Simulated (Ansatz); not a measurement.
Geometry relaxation, with input and output: Al₆P₆H (charge +1) (part 2 of 2)

The same run, continued: Al₆P₆H (defect cell, 13 atoms in the cell, total charge +1); DFT PBE, scalar-relativistic, plane waves, PAW, PAW set soft_1, no spin polarisation (Ansatz 0.2.0); cutoff 420 eV, 4×4×4 k-mesh, Gaussian smearing of 0.05 eV. The structure derives from an entry of the Crystallography Open Database.

Geometry of the input (Å; fractional positions):
```
-5.5065  -2.7533  2.7533
-2.7533  2.7533  5.5065
-5.5065  2.7533  -2.7533
Al 0.1667  0.6667  0.5000
Al 0.6667  0.6667  -0.0000
Al 0.5000  0.0000  0.5000
Al 0.0000  0.0000  0.0000
Al 0.3333  0.3333  -0.0000
Al 0.8333  0.3333  0.5000
P  0.1250  1.0000  0.6250
P  0.6250  1.0000  0.1250
P  0.4583  0.3333  0.6250
P  0.9583  0.3333  0.1250
P  0.2917  0.6667  0.1250
P  0.7917  0.6667  0.6250
H  0.5718  0.0926  -0.1042
```

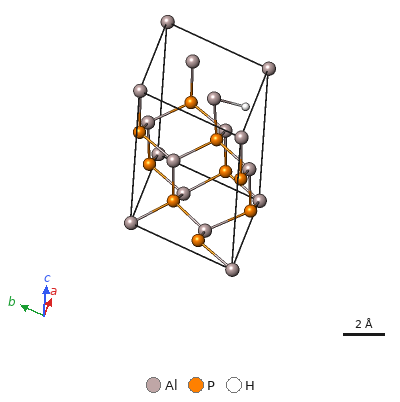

**Figure 1.** The geometry at step 2 of the log (ball-and-stick view of the cell of the calculation, seen at an oblique angle).

Output, continued:
```
SCF iter   1: F=—  HF=-7787.151720 eV  |F-HF|=—  |Δ(HF+E_count)|=         —  Δρ=6.46e-3  dr2=6.04e-2  ethr=1.57e-3  ⟨swp⟩=4.0  Hψ=3992  notcnv=0  defer=217
preconditioner: auto → Resta (q_TF=auto, 2.072 Å⁻¹)  ε∞=4.6  [insulator: Δε(μ)=1.618 eV  Ē_g=8.574 eV  σ=0.050 eV  W_gap=1.00  n_scr=38 (ndim 8)  ℏωp=16.3 eV  f_vac=0.000  D(μ)=0.00/eV (n_scr^D=0)  ε∞_Penn≈4.6]
SCF iter   2: F=—  HF=-7787.146336 eV  |F-HF|=—  |Δ(HF+E_count)|=   5.38e-3  Δρ=3.55e-3  dr2=1.87e-2  ethr=1.26e-4  ⟨swp⟩=1.5  Hψ=1690  notcnv=0  defer=217
SCF iter   3: F=—  HF=-7787.144789 eV  |F-HF|=—  |Δ(HF+E_count)|=   1.55e-3  Δρ=2.79e-4  dr2=2.63e-4  ethr=3.90e-5  ⟨swp⟩=2.1  Hψ=1916  notcnv=0  defer=217
SCF iter   4: F=—  HF=-7787.144756 eV  |F-HF|=—  |Δ(HF+E_count)|=   3.32e-5  Δρ=7.85e-5  dr2=2.36e-5  ethr=5.48e-7  ⟨swp⟩=2.1  Hψ=1978  notcnv=0  defer=217
SCF iter   5: F=-7787.144764 eV  HF=-7787.144763 eV  |F-HF|=1.01e-6  |Δ(HF+E_count)|=   6.67e-6  Δρ=2.31e-5  dr2=1.86e-6  ethr=2.43e-8  ⟨swp⟩=24.0  Hψ=15449  notcnv=0
SCF 6 converged in 5 iterations: F = -7787.144764 eV  dr2 = 1.86e-6
  Residual-converged pass: ⟨swp⟩=1.0  Hψ=1477  notcnv=0  max |occ|·‖R‖ = 7.1e-9 eV (tolerance 1.0e-8 eV)  dr2=1.86e-6  dr2_onsite=2.38e-8  max |Δocc| = 2.8e-127
relax step   6: F+E_penalty+E_count = -7787.14476374 eV  Δ(F+E_penalty+E_count) = -1.445e-2 eV  max|allowed force component| = 1.695e-1 eV/Å  Δτ_max = 0.2000 Å  (5 SCF iters, dr2 threshold 1.17e-5 eV, accepted)
SCF iter   1: F=—  HF=-7787.148437 eV  |F-HF|=—  |Δ(HF+E_count)|=         —  Δρ=2.94e-3  dr2=1.56e-2  ethr=3.35e-4  ⟨swp⟩=4.7  Hψ=3763  notcnv=0  defer=217
preconditioner: auto → Resta (q_TF=auto, 2.072 Å⁻¹)  ε∞=4.6  [insulator: Δε(μ)=1.649 eV  Ē_g=8.576 eV  σ=0.050 eV  W_gap=1.00  n_scr=38 (ndim 8)  ℏωp=16.3 eV  f_vac=0.000  D(μ)=0.00/eV (n_scr^D=0)  ε∞_Penn≈4.6]
SCF iter   2: F=—  HF=-7787.147060 eV  |F-HF|=—  |Δ(HF+E_count)|=   1.38e-3  Δρ=1.64e-3  dr2=4.66e-3  ethr=3.26e-5  ⟨swp⟩=2.3  Hψ=2121  notcnv=0  defer=217
SCF iter   3: F=—  HF=-7787.146705 eV  |F-HF|=—  |Δ(HF+E_count)|=   3.55e-4  Δρ=1.18e-4  dr2=4.21e-5  ethr=9.71e-6  ⟨swp⟩=2.7  Hψ=1953  notcnv=0  defer=217
SCF iter   4: F=-7787.146715 eV  HF=-7787.146714 eV  |F-HF|=1.01e-6  |Δ(HF+E_count)|=   9.84e-6  Δρ=3.31e-5  dr2=3.99e-6  ethr=3.75e-8  ⟨swp⟩=24.0  Hψ=16069  notcnv=0
SCF 7 converged in 4 iterations: F = -7787.146715 eV  dr2 = 3.99e-6
  greatest PAW one-centre occupation: 0.784 electrons in one spin orbital (limit 2), on the P atom at site 7 (counted from 0), in its partial waves of l = 0
relax step   7: F+E_penalty+E_count = -7787.14671539 eV  Δ(F+E_penalty+E_count) = -1.952e-3 eV  max|allowed force component| = 9.880e-2 eV/Å  Δτ_max = 0.0749 Å  (4 SCF iters, dr2 threshold 1.80e-5 eV, accepted)
SCF iter   1: F=—  HF=-7787.152384 eV  |F-HF|=—  |Δ(HF+E_count)|=         —  Δρ=1.37e-3  dr2=3.95e-3  ethr=6.36e-5  ⟨swp⟩=3.9  Hψ=3408  notcnv=0  defer=217
preconditioner: auto → Resta (q_TF=auto, 2.072 Å⁻¹)  ε∞=4.6  [insulator: Δε(μ)=1.642 eV  Ē_g=8.572 eV  σ=0.050 eV  W_gap=1.00  n_scr=38 (ndim 8)  ℏωp=16.3 eV  f_vac=0.000  D(μ)=0.00/eV (n_scr^D=0)  ε∞_Penn≈4.6]
SCF iter   2: F=—  HF=-7787.151842 eV  |F-HF|=—  |Δ(HF+E_count)|=   5.43e-4  Δρ=7.38e-4  dr2=1.07e-3  ethr=8.24e-6  ⟨swp⟩=1.0  Hψ=1621  notcnv=0  defer=217
SCF iter   3: F=—  HF=-7787.151658 eV  |F-HF|=—  |Δ(HF+E_count)|=   1.84e-4  Δρ=6.41e-5  dr2=1.17e-5  ethr=2.23e-6  ⟨swp⟩=2.0  Hψ=1822  notcnv=0  defer=217
SCF iter   4: F=-7787.151661 eV  HF=-7787.151661 eV  |F-HF|=3.12e-7  |Δ(HF+E_count)|=   3.38e-6  Δρ=1.81e-5  dr2=1.23e-6  ethr=6.91e-9  ⟨swp⟩=22.6  Hψ=14143  notcnv=0
SCF 8 converged in 4 iterations: F = -7787.151661 eV  dr2 = 1.23e-6
  Residual-converged pass: ⟨swp⟩=1.0  Hψ=1476  notcnv=0  max |occ|·‖R‖ = 7.0e-9 eV (tolerance 1.0e-8 eV)  dr2=1.23e-6  dr2_onsite=3.30e-8  max |Δocc| = 4.5e-127
  greatest PAW one-centre occupation: 0.783 electrons in one spin orbital (limit 2), on the P atom at site 7 (counted from 0), in its partial waves of l = 0
relax step   8: F+E_penalty+E_count = -7787.15166104 eV  Δ(F+E_penalty+E_count) = -4.946e-3 eV  max|allowed force component| = 1.674e-2 eV/Å  Δτ_max = 0.0299 Å  (4 SCF iters, dr2 threshold 3.32e-6 eV, accepted)
iter 1 solved again at ethr=2.59e-9 eV; its pass at ethr=3.10e-3 eV (dr2=1.24e-6 eV) is discarded
SCF iter   1: F=—  HF=-7787.151653 eV  |F-HF|=—  |Δ(HF+E_count)|=         —  Δρ=1.82e-5  dr2=1.25e-6  ethr=2.59e-9  ⟨swp⟩=1.0  Hψ=3528  notcnv=0
preconditioner: auto → Resta (q_TF=auto, 2.072 Å⁻¹)  ε∞=4.6  [insulator: Δε(μ)=1.642 eV  Ē_g=8.570 eV  σ=0.050 eV  W_gap=1.00  n_scr=38 (ndim 8)  ℏωp=16.3 eV  f_vac=0.000  D(μ)=0.00/eV (n_scr^D=0)  ε∞_Penn≈4.6]
SCF iter   2: F=—  HF=-7787.151661 eV  |F-HF|=—  |Δ(HF+E_count)|=   7.88e-6  Δρ=9.63e-6  dr2=3.15e-7  ethr=2.59e-9  ⟨swp⟩=2.4  Hψ=1915  notcnv=0
SCF iter   3: F=-7787.151661 eV  HF=-7787.151661 eV  |F-HF|=1.83e-8  |Δ(HF+E_count)|=   1.17e-7  Δρ=2.53e-6  dr2=2.44e-8  ethr=2.08e-10  ⟨swp⟩=10.6  Hψ=8512  notcnv=0
SCF 9 converged in 3 iterations: F = -7787.151661 eV  dr2 = 2.44e-8
relax step   9: F+E_penalty+E_count = -7787.15166146 eV  Δ(F+E_penalty+E_count) = -4.194e-7 eV  max|allowed force component| = 1.683e-2 eV/Å  Δτ_max = 0.0000 Å  (3 SCF iters, accepted)
SCF converged after 3 iterations
Free energy (F): -7787.151661 eV
Harris-Foulkes:  -7787.151661 eV  (|F-HF|=1.83e-8)
Internal energy: -7787.151661 eV  (E = F + TS)
E sigma→0 (E₀):  -7787.151661 eV
Fermi energy:    5.578446 eV
--- Per-component energies (eV) ---
  E_band       = 13.617371
  E_kinetic    = 555.292946
  E_local      = -502.329391  (includes V_loc(G=0)·N_el)
  E_nonlocal   = 254.132559
  E_hartree    = 158.717009
  E_xc         = -665.394080
  E_vxc        = -543.086824  (∫ρ·V_xc dr)
  E_paw        = -6166.328291  (= ΣΔE_a)
  E_vpaw       = -67.825111  (= ΣTr[D̂ρ^β])
  E_aug_tail   = -0.001024  (compensation charges beyond the density's cutoff)
  E_ewald      = -1421.241390
  E_smearing   = -0.000000  (= −TS)
  E_closure    = -0.000000  (closes the sum)
  E_deformation_potential = 11.919209  (in the stress; not in F)
  Σ components = -7787.151661   (vs F -7787.151661, Δ=0.00e0)
--- Forces (eV/Å), atoms counted from 1 ---
  atom   1  Al     0.00067730     0.00000959    -0.00299883
  atom   2  Al     0.00630762    -0.00190777    -0.00213208
  atom   3  Al    -0.00759415     0.00836405    -0.00725595
  atom   4  Al    -0.00756506    -0.01683353     0.00874030
  atom   5  Al     0.00280885     0.00609152     0.00518185
  atom   6  Al    -0.00171857     0.00560005     0.00179574
  atom   7  P      0.00766447    -0.00031875    -0.00282252
  atom   8  P     -0.00322240     0.00156067    -0.00303966
  atom   9  P     -0.00078848    -0.00112648     0.00229266
  atom  10  P      0.00289949     0.00787376    -0.00400947
  atom  11  P      0.00565875     0.00125541     0.00450595
  atom  12  P     -0.00379246    -0.00312835     0.00185159
  atom  13  H     -0.00137082    -0.00744817    -0.00214592
  max |Σ_I F_I| component: 3.63e-5 eV/Å
--- Stress (GPa, compression-positive) ---
        4.209235       0.685338       0.088396
        0.685344       4.896102       0.664407
        0.088395       0.664403       4.219303
  P = ⅓ Tr σ = 4.4415 GPa (44.415 kbar)
--- Band table (eV; the first three rows and the last of 36) ---
  k-point 0: bands = ["-6.7808", "-5.3800", "-4.8329", "-4.5372", "-4.4536", "-4.3672", "-1.1375", "-0.3364", "-0.1769", "-0.0743", "-0.0431", "0.5878", "1.5558", "1.7000", "1.9303", "2.5515", "2.8808", "3.2835", "3.4066", "3.9055", "3.9677", "4.6300", "4.7233", "4.7572", "7.2185", "7.4194", "7.6663", "7.8571", "8.4065", "8.7232", "9.2658", "9.4008", "9.4409", "9.6063", "9.6319", "9.8541", "9.9616"]
  k-point 1: bands = ["-6.6398", "-5.5449", "-4.9902", "-4.5372", "-4.4499", "-4.3669", "-0.9900", "-0.2064", "-0.1153", "-0.0079", "0.1642", "0.7506", "1.5154", "1.6477", "1.8844", "2.7069", "2.8973", "3.1207", "3.3096", "3.5304", "4.0367", "4.0663", "4.5640", "4.6030", "7.0961", "7.6879", "7.8605", "8.2832", "8.4191", "8.5645", "9.2001", "9.6766", "9.7035", "9.7698", "9.9836", "10.0997", "10.1933"]
  k-point 2: bands = ["-6.4003", "-5.8607", "-5.0682", "-4.5371", "-4.4468", "-4.3666", "-0.9770", "-0.1885", "-0.1070", "0.0091", "0.9212", "1.4230", "1.5331", "1.6200", "1.7628", "1.8214", "2.6614", "2.9893", "3.1324", "3.3008", "4.1460", "4.1594", "4.4056", "4.4377", "7.1904", "7.8995", "8.0311", "8.1052", "8.1929", "8.2967", "9.6073", "9.9492", "10.0009", "10.1418", "10.2533", "10.6096", "10.6663"]
  k-point 35: bands = ["-6.1510", "-5.5671", "-5.1619", "-4.9323", "-4.9020", "-4.3880", "-1.2536", "-0.4252", "0.2267", "0.4459", "1.1511", "1.2395", "1.4085", "2.2355", "2.4906", "2.6661", "2.9951", "3.3015", "3.4167", "3.4879", "3.6303", "3.7438", "3.9969", "4.1053", "6.4204", "6.7684", "7.4744", "8.0254", "8.2266", "8.5352", "8.8519", "9.1050", "9.4438", "9.5597", "9.6210", "9.7581", "9.8859"]
--- Relaxed structure (9 steps of the walk, 9 accepted, 0 SCFs on fresh bases) ---
  F+E_penalty+E_count = -7787.15166146 eV   max|allowed force component| = 1.683e-2 eV/Å
  atoms:
    - { symbol: Al, position: [0.16236178590922215, 0.67043000790663, 0.49190573974797963] }
    - { symbol: Al, position: [0.683040125820575, 0.6415337553903754, -0.015328804173710853] }
    - { symbol: Al, position: [0.4893058035607051, 0.0031836624388448635, 0.5033221406376784] }
    - { symbol: Al, position: [0.026006192857910993, -0.012069843284022922, -0.014722389083202708] }
    - { symbol: Al, position: [0.2775727738453381, 0.3951234760204348, -0.029675642041373157] }
    - { symbol: Al, position: [0.8312933945533375, 0.33717169374875156, 0.4983732342815303] }
    - { symbol: P, position: [0.12096890266198768, 1.0012699388529507, 0.6161131149746994] }
    - { symbol: P, position: [0.6737880421966702, 0.9467050206252605, 0.1300943002299776] }
    - { symbol: P, position: [0.45753111282172554, 0.33741199147186685, 0.6094071297596468] }
    - { symbol: P, position: [0.9605135792635269, 0.3196180584728222, 0.12471383558657256] }
    - { symbol: P, position: [0.303945473524478, 0.6621086391282953, 0.12028094351643448] }
    - { symbol: P, position: [0.7907099701654748, 0.6701760453702357, 0.6146965441083201] }
    - { symbol: H, position: [0.5447461643190477, 0.11990264675755608, -0.0033365018445526695] }
```

Trajectory as extended XYZ (Å, eV, eV/Å), 7 of the 9 frames kept, from step=1 to step=9:
```
13
Lattice="-5.5065 -2.7533 2.7533 -2.7533 2.7533 5.5065 -5.5065 2.7533 -2.7533" Properties=species:S:1:pos:R:3:forces:R:3 step=1 energy=-7786.43773
Al   -5.5065    2.7533    2.7533    0.0841   0.3089   0.0775
Al   -5.5065    0.0000    5.5065    0.2754  -0.3479  -0.4124
Al   -5.5065    0.0000    0.0000   -0.3372   0.8893  -0.6703
Al    0.0000    0.0000    0.0000   -0.2316  -0.3556   0.4073
Al   -2.7533    0.0000    2.7533    0.5583   2.4800   0.8029
Al   -8.2598    0.0000    2.7533   -0.1207  -0.0904   0.0180
P    -6.8832    4.1299    4.1299    0.0511  -0.0765   0.0167
P    -6.8832    1.3766    6.8832    0.4048  -1.0945   0.3430
P    -6.8832    1.3766    1.3766   -0.0217  -0.4644  -0.1229
P    -6.8832   -1.3766    4.1299   -0.0616  -0.0883  -0.0394
P    -4.1299    1.3766    4.1299   -0.1363  -0.1730  -0.1414
P    -9.6364    1.3766    4.1299    0.1434  -0.1234   0.2611
H    -2.8299   -1.6062    2.3708   -0.6079  -0.8643  -0.5402
13
Lattice="-5.5065 -2.7533 2.7533 -2.7533 2.7533 5.5065 -5.5065 2.7533 -2.7533" Properties=species:S:1:pos:R:3:forces:R:3 step=2 energy=-7786.80671
Al   -5.5135    2.7711    2.7255   -0.0047  -0.0166  -0.0163
Al   -5.4753   -0.0684    5.4914    0.0656  -0.0455  -0.0730
Al   -5.4793    0.0534   -0.0226   -0.1076   0.3061  -0.1524
Al   -0.0303   -0.0591    0.0261   -0.0730  -0.0483   0.0594
Al   -2.7471    0.1092    2.7825    0.3738   1.0254   0.4052
Al   -8.2584   -0.0013    2.7461    0.0115   0.0730   0.0224
P    -6.8511    4.1329    4.1181   -0.0792  -0.0439   0.0515
P    -6.8694    1.3118    6.9035    0.2487  -0.6488   0.1663
P    -6.8991    1.3702    1.3497    0.1068   0.0169   0.0491
P    -6.8805   -1.3767    4.1017   -0.0338  -0.1186   0.0408
P    -4.1899    1.3844    4.1287    0.0729  -0.1185  -0.0316
P    -9.5878    1.3692    4.1604    0.0396  -0.0667  -0.0172
H    -2.8796   -1.5898    2.4054   -0.6206  -0.3148  -0.5041
13
Lattice="-5.5065 -2.7533 2.7533 -2.7533 2.7533 5.5065 -5.5065 2.7533 -2.7533" Properties=species:S:1:pos:R:3:forces:R:3 step=4 energy=-7787.10551
Al   -5.4752    2.7740    2.7685    0.0610   0.0162   0.0304
Al   -5.4530   -0.1671    5.4761   -0.0029   0.0431   0.0342
Al   -5.4739    0.1205   -0.0183    0.1060  -0.1693   0.1411
Al   -0.0421   -0.1455    0.0247    0.0182   0.0414  -0.0769
Al   -2.5878    0.2147    2.9055    0.0534   0.0492   0.0172
Al   -8.2190    0.0421    2.7594   -0.0738   0.0136   0.0238
P    -6.8096    4.1547    4.1459   -0.0114   0.0435  -0.0354
P    -6.9695    1.1727    6.7815   -0.1973  -0.1367  -0.2117
P    -6.8448    1.4150    1.3949    0.0552  -0.0195   0.0645
P    -6.8622   -1.4153    4.0482    0.0040  -0.0094   0.0533
P    -4.2020    1.3203    4.1386    0.0441   0.0022   0.0105
P    -9.5456    1.3686    4.2038   -0.0740   0.0300  -0.0925
H    -3.1768   -1.4480    2.2878    0.0174   0.0955   0.0414
13
Lattice="-5.5065 -2.7533 2.7533 -2.7533 2.7533 5.5065 -5.5065 2.7533 -2.7533" Properties=species:S:1:pos:R:3:forces:R:3 step=5 energy=-7787.13031
Al   -5.4460    2.7823    2.7871   -0.0676   0.0172  -0.0868
Al   -5.4343   -0.1471    5.4474    0.1023  -0.0843  -0.0452
Al   -5.4353    0.0589    0.0211   -0.2142   0.1546  -0.1955
Al   -0.0429   -0.1408    0.0179   -0.0427  -0.1159   0.0193
Al   -2.4991    0.2181    2.9361    0.1358  -0.0908   0.1198
Al   -8.2522    0.0399    2.7640    0.0283   0.0173  -0.0560
P    -6.8297    4.1441    4.1445    0.1005  -0.0077   0.0575
P    -6.9985    1.1103    6.7189   -0.0025   0.0000   0.1412
P    -6.8009    1.3811    1.4266   -0.0802   0.0199   0.0076
P    -6.8551   -1.4067    4.0403    0.0123   0.0405  -0.0576
P    -4.1566    1.3138    4.1173   -0.0775  -0.0005   0.0493
P    -9.5687    1.3909    4.1837    0.0740  -0.0223   0.0813
H    -3.3422   -1.3380    2.3114    0.0313   0.0719  -0.0351
13
Lattice="-5.5065 -2.7533 2.7533 -2.7533 2.7533 5.5065 -5.5065 2.7533 -2.7533" Properties=species:S:1:pos:R:3:forces:R:3 step=6 energy=-7787.14476
Al   -5.4453    2.7563    2.7894    0.0193  -0.0052   0.0025
Al   -5.4473   -0.1720    5.4606    0.0719   0.0595  -0.0370
Al   -5.4642    0.0506   -0.0156   -0.0362  -0.0047  -0.0469
Al   -0.0343   -0.1630    0.0198   -0.0264   0.0650   0.0357
Al   -2.4251    0.2588    3.0254   -0.0604  -0.0773  -0.0308
Al   -8.2504    0.0167    2.7672   -0.0004   0.0089   0.0086
P    -6.8196    4.1280    4.1429    0.0451  -0.0324   0.0204
P    -7.0201    1.1159    6.7107   -0.1695  -0.1036  -0.1074
P    -6.7938    1.3517    1.4419   -0.0396  -0.0061  -0.0135
P    -6.8511   -1.4253    4.0434    0.0096   0.0104   0.0045
P    -4.1671    1.2946    4.1385    0.0487   0.0318   0.0364
P    -9.5782    1.3602    4.1796    0.0152   0.0025   0.0153
H    -3.3649   -1.1657    2.2125    0.1224   0.0511   0.1120
13
Lattice="-5.5065 -2.7533 2.7533 -2.7533 2.7533 5.5065 -5.5065 2.7533 -2.7533" Properties=species:S:1:pos:R:3:forces:R:3 step=8 energy=-7787.15166
Al   -5.4486    2.7532    2.7844    0.0008   0.0000  -0.0030
Al   -5.4431   -0.1565    5.4554    0.0064  -0.0018  -0.0021
Al   -5.4747    0.0474   -0.0211   -0.0076   0.0083  -0.0073
Al   -0.0289   -0.1454    0.0457   -0.0075  -0.0167   0.0089
Al   -2.4529    0.2419    3.0217    0.0027   0.0062   0.0050
Al   -8.2502    0.0117    2.7733   -0.0017   0.0056   0.0019
P    -6.8155    4.1200    4.1503    0.0077  -0.0003  -0.0030
P    -7.0331    1.1096    6.7100   -0.0030   0.0016  -0.0028
P    -6.8041    1.3471    1.4398   -0.0007  -0.0011   0.0023
P    -6.8558   -1.4212    4.0612    0.0027   0.0077  -0.0041
P    -4.1590    1.3173    4.1516    0.0055   0.0013   0.0042
P    -9.5841    1.3606    4.1749   -0.0038  -0.0033   0.0021
H    -3.3114   -1.1789    2.1693   -0.0015  -0.0074  -0.0023
13
Lattice="-5.5065 -2.7533 2.7533 -2.7533 2.7533 5.5065 -5.5065 2.7533 -2.7533" Properties=species:S:1:pos:R:3:forces:R:3 step=9 energy=-7787.15166
Al   -5.4486    2.7532    2.7844    0.0007   0.0000  -0.0030
Al   -5.4431   -0.1565    5.4554    0.0063  -0.0019  -0.0021
Al   -5.4747    0.0474   -0.0211   -0.0076   0.0084  -0.0073
Al   -0.0289   -0.1454    0.0457   -0.0076  -0.0168   0.0087
Al   -2.4529    0.2419    3.0217    0.0028   0.0061   0.0052
Al   -8.2502    0.0117    2.7733   -0.0017   0.0056   0.0018
P    -6.8155    4.1200    4.1503    0.0077  -0.0003  -0.0028
P    -7.0331    1.1096    6.7100   -0.0032   0.0016  -0.0030
P    -6.8041    1.3471    1.4398   -0.0008  -0.0011   0.0023
P    -6.8558   -1.4212    4.0612    0.0029   0.0079  -0.0040
P    -4.1590    1.3173    4.1516    0.0057   0.0013   0.0045
P    -9.5841    1.3606    4.1749   -0.0038  -0.0031   0.0019
H    -3.3114   -1.1789    2.1693   -0.0014  -0.0074  -0.0021
```

Summary:

```json
{"quantity": "outcome", "value": "converged"}
{"quantity": "electrons treated", "value": "48"}
{"quantity": "free energy", "value": "−7787.1517 eV"}
{"quantity": "Fermi energy", "value": "5.578 eV"}
{"quantity": "gap on the k-point mesh", "value": "1.64 eV"}
{"quantity": "pressure", "value": "4.44 GPa"}
{"quantity": "final volume", "value": "250.45 Å³"}
{"quantity": "largest force (length of the vector) at the end", "value": "0.020 eV/Å"}
{"quantity": "hardware", "value": "4 threads of Arm Neoverse N1, 98 GiB of memory available, shared host"}
{"quantity": "wall time", "value": "2.4 min (CPU time 9.5 min)"}
{"quantity": "peak memory", "value": "0.68 GiB"}
```

Remarks:

Warnings of the run: the SCF threshold is looser than advised for the printed stress.
